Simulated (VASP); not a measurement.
## What a change does: single-point calculation on Mg

System: Mg (P6₃/mmc, 2 atoms in the cell).
Method of run 1: Kohn-Sham DFT of a periodic cell, PBE, VASP PAW PBE potentials, recommended, no spin polarisation (VASP 6.6.1).

The structure derives from an entry of the Crystallography Open Database. 

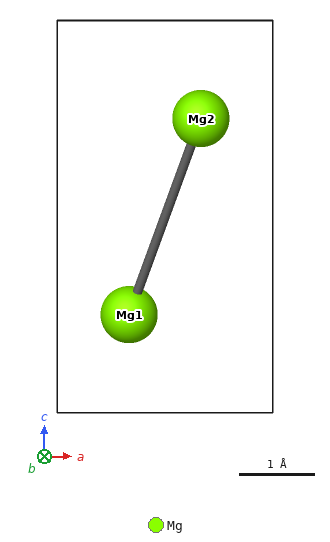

Fig. 1: The input geometry (ball-and-stick view of the cell of the calculation, along the b axis; atoms are numbered from 1 in the order of the input). An atom can appear more than once, as a periodic image. Near neighbours in the periodic cell (some may lie outside the picture): Mg has 12 Mg at 3.28 to 3.35 Å.

**INCAR, run 1**
```
PREC = Accurate
ENCUT = 520
EDIFF = 1E-6
ISMEAR = 0
SIGMA = 0.1
LREAL = False
LASPH = True
NELM = 100
ALGO = Normal
ISIF = 2
LWAVE = False
LCHARG = False
GGA = PE
NBANDS = 9
```

**KPOINTS, run 1**
```
Automatic mesh
0
Gamma
  12 12 8
```

**POSCAR, run 1**
```
Mg
1.0
    3.3535924733      0.0000000000      0.0000000000
   -1.6767962366      2.9042962758      0.0000000000
    0.0000000000      0.0000000000      5.2883286401
Mg
2
Direct
    0.3333333333      0.6666666667      0.2500000000
    0.6666666667      0.3333333333      0.7500000000
```

Launched with:
```bash
cat potpaw_PBE.64/Mg/POTCAR > POTCAR
mpirun -np 1 vasp_std > vasp.out
```

Hardware: 1 thread of Intel Xeon (Sapphire Rapids), 176 GiB of memory available, shared host.

**OSZICAR and lines of OUTCAR (run 1)**
```
N       E                     dE             d eps       ncg     rms          rms(c)
DAV:   1    -0.410252575357E+00   -0.41025E+00   -0.12351E+03  1710   0.307E+02
DAV:   2    -0.291385454302E+01   -0.25036E+01   -0.24435E+01  2284   0.256E+01
DAV:   3    -0.295793175881E+01   -0.44077E-01   -0.42513E-01  2246   0.267E+00
DAV:   4    -0.295807204828E+01   -0.14029E-03   -0.14028E-03  2156   0.152E-01
DAV:   5    -0.295807256856E+01   -0.52028E-06   -0.52019E-06  2224   0.918E-03    0.981E-01
DAV:   6    -0.295257824276E+01    0.54943E-02   -0.96253E-04  1947   0.233E-01    0.631E-01
DAV:   7    -0.294479779241E+01    0.77805E-02   -0.38598E-03  1780   0.413E-01    0.372E-02
DAV:   8    -0.294481332248E+01   -0.15530E-04   -0.23377E-05  2467   0.291E-02    0.885E-03
DAV:   9    -0.294481095332E+01    0.23692E-05   -0.17120E-06  1889   0.622E-03    0.637E-04
DAV:  10    -0.294481057543E+01    0.37789E-06   -0.84413E-09  1060   0.561E-04
   1 F= -.29448106E+01 E0= -.29426362E+01  d E =-.434875E-02
[... from OUTCAR:]
  free energy    TOTEN  =        -2.94481058 eV
  energy without entropy =       -2.94046183  energy(sigma->0) =       -2.94263620
 E-fermi :   2.0102     XC(G=0):  -8.1425     alpha+bet : -6.6392
  free  energy   TOTEN  =        -2.9448105754 eV
  energy  without entropy=       -2.9404618271  energy(sigma->0) =       -2.94263620
```

The input of run 2 differs as follows (lines with − go, lines with + come):
```diff
-Automatic mesh
+regular mesh
-    3.3535924733      0.0000000000      0.0000000000
-   -1.6767962366      2.9042962758      0.0000000000
-    0.0000000000      0.0000000000      5.2883286401
+    3.4094337980      0.0000000000      0.0000000000
+   -1.7047168989      2.9526562816      0.0000000000
+    0.0000000000      0.0000000000      5.0663685821
```

What does this change do to the results?

With the same functional and potentials, run 2 lies 4.8 meV per atom higher (other lines of the input change too). The pressure goes from −3.41 to −2.98 GPa. The volume per atom goes from 25.75 to 25.50 Å³. The number of SCF iterations is the same. The plane waves at Γ go from 1412.0 to 1404.0.

**OSZICAR and lines of OUTCAR (run 2)**
```
N       E                     dE             d eps       ncg     rms          rms(c)
DAV:   1    -0.109552526971E+00   -0.10955E+00   -0.12648E+03  1710   0.312E+02
DAV:   2    -0.290949587635E+01   -0.27999E+01   -0.27083E+01  2235   0.270E+01
DAV:   3    -0.294772796378E+01   -0.38232E-01   -0.37763E-01  2255   0.274E+00
DAV:   4    -0.294783430657E+01   -0.10634E-03   -0.10634E-03  2237   0.140E-01
DAV:   5    -0.294783483701E+01   -0.53044E-06   -0.53024E-06  2165   0.860E-03    0.979E-01
DAV:   6    -0.294263435072E+01    0.52005E-02   -0.91399E-04  2009   0.227E-01    0.629E-01
DAV:   7    -0.293520296841E+01    0.74314E-02   -0.36595E-03  1821   0.403E-01    0.372E-02
DAV:   8    -0.293521917556E+01   -0.16207E-04   -0.24383E-05  2431   0.289E-02    0.874E-03
DAV:   9    -0.293521721322E+01    0.19623E-05   -0.16067E-06  1967   0.626E-03    0.669E-04
DAV:  10    -0.293521684373E+01    0.36949E-06   -0.80568E-09  1080   0.542E-04
   1 F= -.29352168E+01 E0= -.29325477E+01  d E =-.533832E-02
[... from OUTCAR:]
  free energy    TOTEN  =        -2.93521684 eV
  energy without entropy =       -2.92987852  energy(sigma->0) =       -2.93254768
 E-fermi :   2.1084     XC(G=0):  -8.1691     alpha+bet : -6.7049
  free  energy   TOTEN  =        -2.9352168437 eV
  energy  without entropy=       -2.9298785219  energy(sigma->0) =       -2.93254768
```

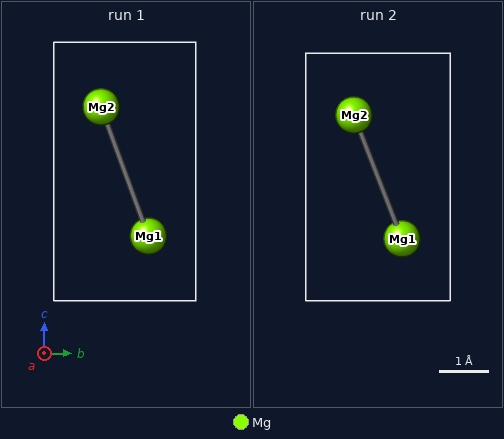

Fig. 2: The two input geometries at one scale (ball-and-stick view of the cell of the calculation, along the a axis). No atom moves by more than 0.005 Å relative to the cell. The drawn cell changes as follows: a = b 3.354 → 3.409 Å (+1.7 %), c 5.288 → 5.066 Å (−4.2 %); the volume changes by −1.0 %. Among the contacts that change: Mg1–Mg2 3.277 → 3.208 Å, Mg1–Mg1 3.354 → 3.409 Å.

**The two runs side by side**

| quantity | run 1 | run 2 |
| --- | --- | --- |
| outcome | converged | converged |
| free energy per atom (eV) | −1.4724 | −1.4676 |
| energy per atom, smearing taken to zero (eV) | −1.4713 | −1.4663 |
| gap on the mesh (eV) | 0.00 | 0.00 |
| pressure (GPa) | −3.41 | −2.98 |
| volume per atom (Å³) | 25.75 | 25.50 |
| largest force (eV/Å) | 0.000 | 0.000 |
| SCF iterations | 10 | 10 |
| irreducible k-points | 95 | 95 |
| plane waves at Γ | 1412 | 1404 |
